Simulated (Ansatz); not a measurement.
# Geometry relaxation of Hf$_{6}$Si$_{6}$HO$_{24}$ (charge +1) (part 3 of 3)

Hf$_{6}$Si$_{6}$HO$_{24}$ (defect cell, 37 atoms in the cell, total charge +1); DFT PBE, scalar-relativistic, plane waves, PAW, no spin polarisation (Ansatz 0.2.0); cutoff 420 eV, 2×2×2 k-mesh, Gaussian smearing of 0.02 eV. The structure derives from a Materials Project entry. It belongs to a series of runs on one base structure; here: H_i, charge +1, atoms relaxed at the host's cell.

Trajectory as extended XYZ, continued
```
37
Lattice="-6.6449 0.0000 0.0000 0.0000 -6.6449 0.0000 3.3225 3.3225 9.0224" Properties=species:S:1:pos:R:3:forces:R:3 step=3 energy=-111840.71931
Hf   -3.3285   -3.3054    3.0453   -0.3130  -0.0319  -0.1940
Hf   -6.6445   -0.0322    0.0100   -0.1092  -0.1011  -0.1478
Hf    0.0561    0.0393    5.9395   -0.9420  -0.0626   0.3032
Hf   -3.3279    0.0128    4.4714    0.3012   0.0220   0.0414
Hf   -0.0642   -3.2843    1.5766    0.8834  -0.0274  -0.4472
Hf   -0.0119   -3.3692    7.5031    0.1089  -0.0721   0.1832
Si   -0.0035   -3.2912    4.5194    0.1004   0.1660   0.2008
Si   -3.3257    0.0167    1.4966   -0.0203   0.0593  -0.1411
Si   -3.3228    0.0678    7.4787   -0.3014   0.3279  -0.1803
Si   -3.3307   -3.3071    6.0173    0.0103   0.0139   0.1536
Si   -0.0088    0.0316    2.9943   -0.1034   0.1305  -0.2219
Si   -3.3473   -3.2732    0.0394    0.3794   0.7670   0.1533
O    -0.0045   -1.2026    1.9179   -0.0162   0.1076   0.0903
O    -0.1133   -1.1952    7.9600   -1.9482   0.0226   0.5302
O    -3.3118   -4.5381    4.9338   -0.0478   0.0362  -0.0550
O     1.2158   -3.3009    3.4276   -0.1085  -0.0022   0.0781
O    -2.1008   -0.0007    0.4033   -0.0350   0.1114  -0.0198
O    -2.0605    0.0427    6.4482   -0.2315  -0.0935  -0.0649
O    -1.2324   -3.2868    3.4342   -0.0096   0.0023   0.0961
O    -4.5466    0.0423    0.3980   -0.0138  -0.1677   0.1029
O     2.0915    0.0215    6.4013    0.3424  -0.0838   0.4721
O    -3.3333   -2.0783    4.9333    0.0009   0.0393  -0.0550
O    -0.0085   -5.3936    1.8968   -0.0601  -0.1027   0.0549
O    -0.0247    1.2162    7.9113    0.3238   0.1235   0.1867
O    -1.2272    0.0234    4.0881    0.0922  -0.0012  -0.0443
O    -4.5962   -3.2595    1.0761    0.1412  -0.1630   0.1558
O     2.0887   -3.3288    7.1092    0.0113   0.1366  -0.0063
O    -0.0020   -2.0730    5.6179    0.0558  -0.0961  -0.0401
O    -3.3247   -5.3966    2.5778   -0.0011   0.0010   0.0996
O    -3.3253    1.2258    8.6195   -0.2713   0.2983  -0.0205
O    -0.0110   -4.5272    5.5933    0.0200   0.0879  -0.0688
O    -3.3410   -1.2126    2.5817    0.0557   0.0516   0.0818
O    -3.2277   -1.1904    8.5707    1.6824   0.1011  -0.6297
O    -2.1102   -3.2842    7.1160    0.0273  -0.1294  -0.1162
O     1.2213    0.0337    4.0779    0.0149   0.0062  -0.0861
O    -2.1073   -3.3070    1.1049   -0.2600  -0.1087  -0.4201
H    -1.6625   -0.9528    8.2016    0.2409  -1.3692  -0.0246
37
Lattice="-6.6449 0.0000 0.0000 0.0000 -6.6449 0.0000 3.3225 3.3225 9.0224" Properties=species:S:1:pos:R:3:forces:R:3 step=5 energy=-111842.13585
Hf   -3.3293   -3.3018    3.0463   -0.0703   0.0346  -0.0872
Hf   -6.6424   -0.0260   -0.0025   -0.0106   0.4758  -0.1215
Hf   -0.0200    0.0455    5.9417   -0.3622   0.0810  -0.0819
Hf   -3.3296    0.0191    4.4696    0.0468   0.0582   0.1447
Hf    0.0007   -3.2813    1.5591    0.3566  -0.0782  -0.4410
Hf   -0.0164   -3.3702    7.5143    0.0906   0.0304   0.0518
Si   -0.0026   -3.2762    4.5299   -0.0898   0.0106  -0.1305
Si   -3.3244    0.0238    1.4974   -0.0477   0.0295   0.0278
Si   -3.3231    0.0922    7.4601    0.6741  -0.9125   0.8063
Si   -3.3338   -3.3000    6.0165    0.0361   0.0355   0.0330
Si   -0.0123    0.0441    2.9817    0.1103   0.0017  -0.0654
Si   -3.3558   -3.2267    0.0598   -0.3587  -0.1452   0.0273
O    -0.0050   -1.1943    1.9109   -0.0782   0.0564   0.0550
O    -0.4934   -1.1875    8.0403    1.7354  -0.0256  -0.0035
O    -3.3381   -4.5298    4.9307   -0.1172   0.0765  -0.0357
O     1.2172   -3.2920    3.4396   -0.0510   0.0213   0.1240
O    -2.1062    0.0392    0.3936   -0.1069   0.1547  -0.0754
O    -2.0937    0.1060    6.3896   -0.3513   0.2721  -0.5921
O    -1.2221   -3.2783    3.4280   -0.0228   0.0077   0.0609
O    -4.5520    0.0010    0.4100    0.0756  -0.2803   0.0696
O     2.0494   -0.0227    6.4578   -0.0645  -0.0965   0.2165
O    -3.3252   -2.0712    4.9308    0.0097  -0.0014   0.0209
O    -0.0101   -5.3880    1.8788   -0.0338   0.0214  -0.0048
O     0.0003    1.2293    7.9196    0.2697  -0.1304  -0.0377
O    -1.2320    0.0317    4.0736    0.0768   0.0198  -0.0480
O    -4.5663   -3.1991    1.1378    0.3576   0.1711   0.3841
O     2.0879   -3.2890    7.1149   -0.0201   0.1363  -0.0004
O    -0.0032   -2.0667    5.6379    0.0267   0.0899   0.1671
O    -3.3351   -5.3912    2.5815   -0.0127  -0.0075  -0.0106
O    -3.3478    1.2432    8.6120   -0.2307   0.0528  -0.0117
O    -0.0135   -4.5175    5.5986    0.0722   0.0299   0.0167
O    -3.3135   -1.2040    2.5855    0.1160   0.0603   0.0111
O    -2.9150   -1.1861    8.5026   -1.4589   0.1934  -0.0242
O    -2.1043   -3.3217    7.1025    0.0533  -0.2536  -0.1237
O     1.2087    0.0412    4.0813   -0.0316   0.0087  -0.0044
O    -2.0745   -3.3597    1.0465   -0.1783  -0.1190  -0.3866
H    -1.5376   -1.2525    8.2133   -0.4125  -0.0780   0.0670
37
Lattice="-6.6449 0.0000 0.0000 0.0000 -6.6449 0.0000 3.3225 3.3225 9.0224" Properties=species:S:1:pos:R:3:forces:R:3 step=6 energy=-111842.37132
Hf   -3.3400   -3.2775    3.0500    0.0670   0.0208   0.0496
Hf   -6.6453   -0.0153   -0.0116   -0.1671  -0.1205  -0.0097
Hf   -0.0372    0.0599    5.9257    0.3025   0.0381  -0.0357
Hf   -3.3366    0.0404    4.4840   -0.0484  -0.0228   0.0203
Hf    0.0097   -3.2806    1.5297   -0.1650   0.0984  -0.0459
Hf    0.0043   -3.3916    7.5153    0.1445  -0.1633  -0.0625
Si   -0.0215   -3.2526    4.5215    0.0144  -0.0057   0.1840
Si   -3.3290    0.0393    1.4997    0.0963  -0.0759  -0.0692
Si   -3.3109    0.0289    7.4892   -0.6722   0.3689  -0.2474
Si   -3.3245   -3.2881    6.0182   -0.1277  -0.0090  -0.0113
Si   -0.0075    0.0474    2.9709   -0.0410  -0.0437   0.1257
Si   -3.3576   -3.2313    0.0657    0.4279   0.2491  -0.0360
O    -0.0535   -1.1901    1.9014    0.0221   0.0491   0.0266
O    -0.4120   -1.2336    8.0971   -0.4918  -0.0703  -0.1649
O    -3.3944   -4.5081    4.9275    0.0458  -0.0516  -0.0818
O     1.2031   -3.2448    3.4426    0.0523   0.0499  -0.0528
O    -2.1198    0.0950    0.3753   -0.0365  -0.0764   0.1564
O    -2.1274    0.1255    6.3601    0.0736  -0.1150   0.1480
O    -1.2387   -3.2859    3.4232    0.0083   0.0007  -0.0268
O    -4.5513   -0.0997    0.4074    0.0262   0.1449   0.1115
O     2.0294   -0.0666    6.5061    0.0969  -0.0226  -0.1777
O    -3.2952   -2.0533    4.9406   -0.0105  -0.0334  -0.0167
O     0.0177   -5.3810    1.8805    0.0589   0.0586  -0.1086
O     0.0332    1.1936    7.8959   -0.0931   0.0271   0.0022
O    -1.2291    0.0744    4.0651    0.0096   0.0295   0.0082
O    -4.5361   -3.1384    1.1678   -0.1534  -0.0892  -0.0902
O     2.0933   -3.2417    7.1108    0.0930  -0.0484   0.0547
O    -0.0317   -2.0573    5.6576   -0.0622   0.0307  -0.0649
O    -3.3825   -5.3672    2.5740    0.0156  -0.0504  -0.0825
O    -3.3642    1.2280    8.6002    0.0884  -0.0038   0.0934
O     0.0214   -4.5007    5.5912   -0.0319  -0.0495  -0.0413
O    -3.2526   -1.1754    2.6019   -0.0358  -0.0204  -0.0440
O    -3.0361   -1.2188    8.5250    0.0920  -0.1180   0.2372
O    -2.0884   -3.3733    7.0935   -0.0765   0.0982   0.0123
O     1.2068    0.0238    4.0804   -0.0103  -0.0220   0.0080
O    -2.0585   -3.3969    0.9960    0.0757   0.0413   0.2593
H    -1.4512   -1.3035    8.2124    0.4129  -0.0937  -0.0297
37
Lattice="-6.6449 0.0000 0.0000 0.0000 -6.6449 0.0000 3.3225 3.3225 9.0224" Properties=species:S:1:pos:R:3:forces:R:3 step=8 energy=-111842.42881
Hf   -3.3327   -3.2871    3.0508   -0.0112  -0.0187  -0.0092
Hf   -6.6566    0.0003   -0.0050    0.0336   0.0140  -0.0167
Hf   -0.0321    0.0569    5.9122   -0.0176  -0.0749   0.1281
Hf   -3.3397    0.0290    4.4869    0.0163  -0.0013   0.0304
Hf    0.0033   -3.2724    1.5254    0.0002  -0.0216  -0.0387
Hf    0.0157   -3.4082    7.5093   -0.0534   0.1142   0.0134
Si   -0.0121   -3.2539    4.5216   -0.0030   0.0328   0.0263
Si   -3.3326    0.0293    1.5002   -0.0192   0.0305  -0.0023
Si   -3.3476    0.0404    7.4913    0.0394  -0.0293   0.0174
Si   -3.3225   -3.2919    6.0181    0.0245  -0.0177   0.0319
Si   -0.0133    0.0523    2.9728    0.0013   0.0189   0.0054
Si   -3.3426   -3.2140    0.0739    0.0302  -0.0848  -0.1269
O    -0.0458   -1.1816    1.9024   -0.0003  -0.0133   0.0180
O    -0.3674   -1.2269    8.0713    0.0088   0.0802   0.0655
O    -3.3655   -4.5197    4.9320   -0.0086   0.0027  -0.0203
O     1.2119   -3.2453    3.4397    0.0077  -0.0065  -0.0001
O    -2.1216    0.0630    0.3850    0.0117  -0.0217   0.0135
O    -2.1245    0.0839    6.3934   -0.0340   0.0081  -0.0332
O    -1.2319   -3.2800    3.4278   -0.0063   0.0020   0.0086
O    -4.5548   -0.0581    0.4073    0.0137  -0.0167   0.0219
O     2.0320   -0.0526    6.4639   -0.0173   0.0222  -0.0212
O    -3.3075   -2.0639    4.9346   -0.0068   0.0081  -0.0171
O     0.0112   -5.3741    1.8844   -0.0013  -0.0059   0.0283
O     0.0352    1.1963    7.8958    0.0204   0.0091   0.0062
O    -1.2330    0.0716    4.0709   -0.0006  -0.0098  -0.0055
O    -4.5528   -3.1713    1.1403    0.0129   0.0146   0.0280
O     2.0958   -3.2617    7.1116   -0.0008  -0.0093  -0.0172
O    -0.0238   -2.0596    5.6542    0.0029  -0.0079  -0.0612
O    -3.3671   -5.3783    2.5741    0.0024   0.0082   0.0163
O    -3.3722    1.2418    8.5996   -0.0210   0.0345   0.0133
O     0.0142   -4.5055    5.5885    0.0028  -0.0127  -0.0230
O    -3.2790   -1.1887    2.5969   -0.0001  -0.0084   0.0089
O    -3.1258   -1.2027    8.5575    0.0019   0.0255  -0.0047
O    -2.0888   -3.3318    7.1002   -0.0221  -0.0083  -0.0207
O     1.2028    0.0270    4.0783    0.0048  -0.0010  -0.0248
O    -2.0729   -3.3648    1.0445   -0.0013   0.0196   0.0070
H    -1.3696   -1.3148    8.1800   -0.0107  -0.0754  -0.0456
37
Lattice="-6.6449 0.0000 0.0000 0.0000 -6.6449 0.0000 3.3225 3.3225 9.0224" Properties=species:S:1:pos:R:3:forces:R:3 step=10 energy=-111842.43127
Hf   -3.3339   -3.2872    3.0494    0.0012   0.0002   0.0046
Hf   -6.6552    0.0010   -0.0029    0.0002   0.0009  -0.0045
Hf   -0.0334    0.0538    5.9193   -0.0002  -0.0009   0.0002
Hf   -3.3392    0.0289    4.4885   -0.0006   0.0009   0.0065
Hf    0.0050   -3.2737    1.5242   -0.0018   0.0008  -0.0035
Hf    0.0141   -3.4029    7.5081    0.0022  -0.0012   0.0026
Si   -0.0134   -3.2560    4.5199   -0.0013  -0.0001   0.0103
Si   -3.3315    0.0307    1.5020   -0.0005  -0.0002  -0.0123
Si   -3.3477    0.0419    7.4933    0.0039   0.0016  -0.0023
Si   -3.3239   -3.2923    6.0177    0.0008  -0.0020   0.0087
Si   -0.0124    0.0512    2.9763    0.0012  -0.0003   0.0035
Si   -3.3405   -3.2149    0.0696    0.0014  -0.0048  -0.0046
O    -0.0434   -1.1828    1.9052    0.0006  -0.0040   0.0006
O    -0.3690   -1.2233    8.0669   -0.0094  -0.0047   0.0098
O    -3.3676   -4.5191    4.9310   -0.0006   0.0006  -0.0023
O     1.2114   -3.2488    3.4386    0.0005   0.0004  -0.0022
O    -2.1203    0.0624    0.3864    0.0014   0.0006   0.0030
O    -2.1284    0.0866    6.3920   -0.0001  -0.0019  -0.0017
O    -1.2335   -3.2802    3.4269    0.0010  -0.0004  -0.0017
O    -4.5533   -0.0560    0.4082    0.0016   0.0005   0.0012
O     2.0299   -0.0508    6.4677   -0.0001  -0.0001  -0.0005
O    -3.3103   -2.0637    4.9344    0.0002  -0.0009  -0.0019
O     0.0114   -5.3750    1.8875   -0.0017   0.0032   0.0008
O     0.0369    1.1991    7.8954    0.0001   0.0044   0.0021
O    -1.2325    0.0681    4.0735   -0.0015  -0.0007  -0.0022
O    -4.5490   -3.1702    1.1399    0.0049   0.0019  -0.0002
O     2.0944   -3.2612    7.1112    0.0008   0.0005  -0.0025
O    -0.0245   -2.0599    5.6499    0.0008   0.0013  -0.0031
O    -3.3652   -5.3774    2.5757    0.0009  -0.0002   0.0006
O    -3.3736    1.2449    8.6004    0.0000  -0.0003   0.0036
O     0.0120   -4.5069    5.5878   -0.0004  -0.0011  -0.0003
O    -3.2788   -1.1883    2.5976   -0.0008   0.0006   0.0007
O    -3.1210   -1.2007    8.5584   -0.0028   0.0031   0.0008
O    -2.0900   -3.3306    7.0996   -0.0026  -0.0005  -0.0031
O     1.2041    0.0267    4.0803    0.0007   0.0002  -0.0011
O    -2.0703   -3.3652    1.0400   -0.0061   0.0010  -0.0019
H    -1.3715   -1.3256    8.1718    0.0065   0.0016  -0.0074
```

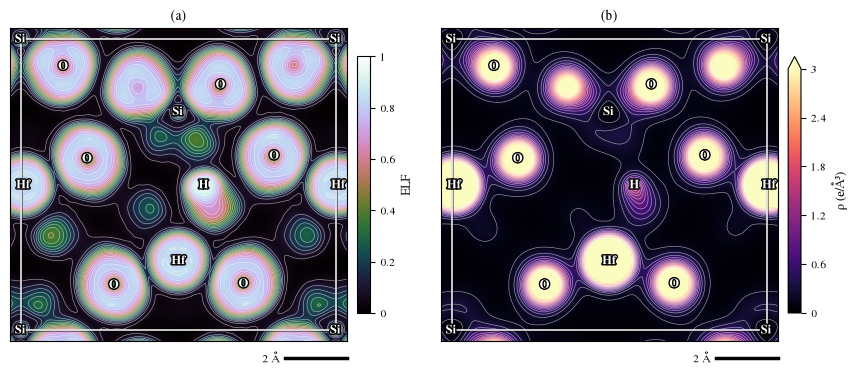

Figure 1. (a) electron localisation function; (b) valence charge density (pseudo) on the (110) plane of the calculation cell. Atoms in the plane: Hf, Si, O and H. Si–O (1.64 Å): ρ at the midpoint is about 1.2 e/Å³; the ELF peaks at about 0.85 between the atoms (a shared but strongly polarised pair). Away from the nuclei the density in this plane falls to 0.02 e/Å³ at its lowest. The strong features right at Hf lie inside the PAW spheres (semicore, d or f shells) and say nothing about bonding. In a PAW calculation such maps are meaningful between the atoms, not at the nuclei.

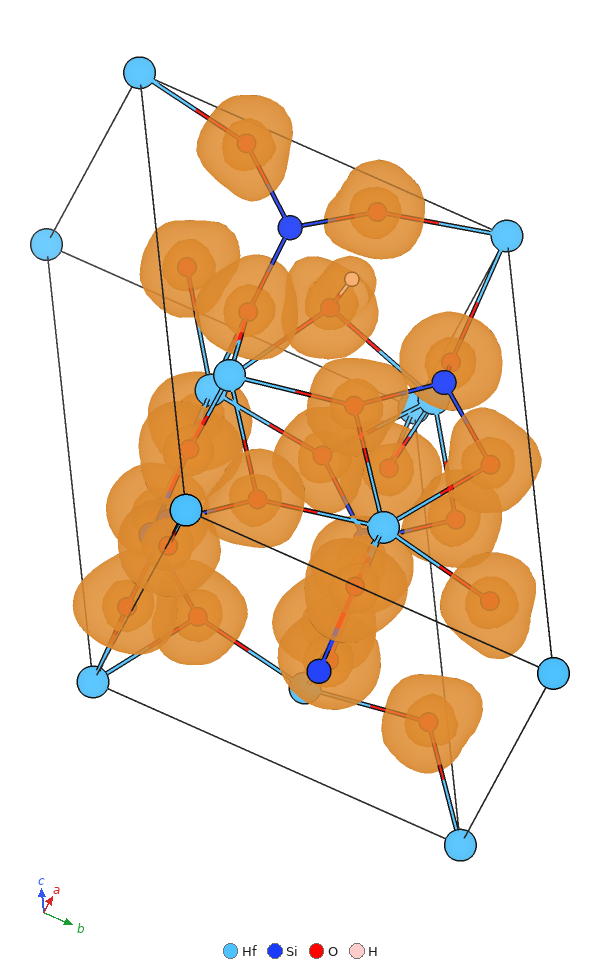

Figure 2. Isosurface of the ELF at 0.75 (orange), seen at an oblique angle. Core shells and regions of very low density are left out. Sticks mark near contacts. The outline is the calculation cell. Profiles from the grid: O–H (1.01 Å): the ELF climbs to about 0.95 towards the hydrogen, as it does in any bond to H (a covalent bond by its length).

This output came from the following input.

Input file
```yaml
crystal:
  lattice:
    - [-6.6449050321, 0.0, 0.0]
    - [0.0, -6.6449050321, 0.0]
    - [3.3224525161, 3.3224525161, 9.0224221621]
  atoms:
    - { symbol: Hf, position: [0.6689697901, 0.6644076863, 0.3341159695] }
    - { symbol: Hf, position: [1.0020246132, 0.001211115, -0.0003951801] }
    - { symbol: Hf, position: [0.3282882718, 0.3302916496, 0.6646400448] }
    - { symbol: Hf, position: [0.7488707228, 0.2465749621, 0.4984758102] }
    - { symbol: Hf, position: [0.0895428165, 0.5819425062, 0.1679432384] }
    - { symbol: Hf, position: [0.4158204051, 0.9179054855, 0.8330022923] }
    - { symbol: Si, position: [0.2518281846, 0.7478782824, 0.5002971518] }
    - { symbol: Si, position: [0.5843004183, 0.0816790866, 0.166428924] }
    - { symbol: Si, position: [0.9116297301, 0.4135259978, 0.8324925114] }
    - { symbol: Si, position: [0.8335471739, 0.8315429142, 0.6661691542] }
    - { symbol: Si, position: [0.1660005904, 0.1638692312, 0.3322835838] }
    - { symbol: Si, position: [0.5084734372, 0.5026555473, 0.0018495341] }
    - { symbol: O, position: [0.1048769071, 0.2887986931, 0.2123243145] }
    - { symbol: O, position: [0.4202202425, 0.6249109078, 0.8785798409] }
    - { symbol: O, position: [0.7709530126, 0.9539974332, 0.5448191997] }
    - { symbol: O, position: [0.0079057708, 0.6891692748, 0.3805783679] }
    - { symbol: O, position: [0.3396539374, 0.0274854963, 0.0463890266] }
    - { symbol: O, position: [0.6749448477, 0.3522508587, 0.7074151855] }
    - { symbol: O, position: [0.3747945555, 0.6862777795, 0.3790613103] }
    - { symbol: O, position: [0.7074763004, 0.0176607389, 0.0450632393] }
    - { symbol: O, position: [0.0374590851, 0.3497341306, 0.7110362001] }
    - { symbol: O, position: [0.7756173533, 0.5865921839, 0.5464171734] }
    - { symbol: O, position: [0.1060123443, 0.919608562, 0.2116500197] }
    - { symbol: O, position: [0.4403949276, 0.2547750209, 0.8784406394] }
    - { symbol: O, position: [0.4099258751, 0.2248743909, 0.4520164466] }
    - { symbol: O, position: [0.7460528785, 0.5550064502, 0.124441129] }
    - { symbol: O, position: [0.0782016726, 0.8973912844, 0.7861929235] }
    - { symbol: O, position: [0.3117956173, 0.62425536, 0.6209386609] }
    - { symbol: O, position: [0.6422370706, 0.9564811882, 0.2861807298] }
    - { symbol: O, position: [0.9774421332, 0.2926384051, 0.9541569524] }
    - { symbol: O, position: [0.3129510264, 0.9927656788, 0.6202645472] }
    - { symbol: O, position: [0.6469211322, 0.3254837642, 0.2877821779] }
    - { symbol: O, position: [0.9995485492, 0.6627890627, 0.9522212497] }
    - { symbol: O, position: [0.7103571865, 0.8888988769, 0.7875247744] }
    - { symbol: O, position: [0.0430724515, 0.2235017397, 0.4535510309] }
    - { symbol: O, position: [0.3803846419, 0.554992794, 0.1215703833] }
    - { symbol: H, position: [0.7083788184, 0.5409398111, 0.9130131617] }
  host:
    lattice:
      - [-3.3224525161, 3.3224525161, 3.007474054]
      - [3.3224525161, -3.3224525161, 3.007474054]
      - [3.3224525161, 3.3224525161, -3.007474054]
    atoms:
      - { symbol: Hf, position: [0.0, 0.0, 0.0] }
      - { symbol: Hf, position: [0.75, 0.25, 0.5] }
      - { symbol: Si, position: [0.25, 0.75, 0.5] }
      - { symbol: Si, position: [0.5, 0.5, 0.0] }
      - { symbol: O, position: [0.1347298444, 0.3189389224, 0.815790922] }
      - { symbol: O, position: [0.0689389224, 0.7531480004, 0.684209078] }
      - { symbol: O, position: [0.0689389224, 0.3847298444, 0.315790922] }
      - { symbol: O, position: [0.5031480004, 0.3189389224, 0.184209078] }
      - { symbol: O, position: [0.6810610776, 0.4968519996, 0.815790922] }
      - { symbol: O, position: [0.6152701556, 0.9310610776, 0.684209078] }
      - { symbol: O, position: [0.2468519996, 0.9310610776, 0.315790922] }
      - { symbol: O, position: [0.6810610776, 0.8652701556, 0.184209078] }
total_charge: 1
basis:
  ecutwfc: 420
  xc_grid: 2
kpoints:
  mp_grid: { grid: [2, 2, 2], shift: [0.0, 0.0, 0.0] }
hamiltonian:
  xc: pbe
scf:
  occupations: { method: gaussian, width: 0.02 }
output:
  forces: true
  stress: false
  eigenvalues: true
  charged_corrections:
    defect_position: [0.70833333, 0.5, 0.91666667]
    epsilon: [[12.6894, 0.0, 0.0], [0.0, 12.6894, 0.0], [0.0, 0.0, 12.4844]]
  write_density: true
  write_potential: true
  elf: true
  volumetric_format: npy
relax:
  adjacent_minimum: "off"
  f_tol: 0.03
  max_steps: 40
```

Run as:
```bash
ansatz run input.yaml --threads 8 --pin off --max-ram 16384MiB --backend cpu --events-out ev --progress --plain --runs-dir out
```

Key numbers

| quantity | value |
| --- | --- |
| outcome | converged |
| electrons treated | 324 |
| free energy | −111842.4313 eV |
| Fermi energy | 12.298 eV |
| gap on the k-point mesh | 5.20 eV |
| final volume | 398.38 Å³ |
| largest force (length of the vector) at the end | 0.014 eV/Å |
| hardware | 8 threads of Arm Neoverse V1, 24 GiB of memory available, shared host |
| wall time | 94 s (CPU time 12 min) |
| peak memory | 2.8 GiB |

Notes

Spin–orbit coupling is left out, which matters for Hf.
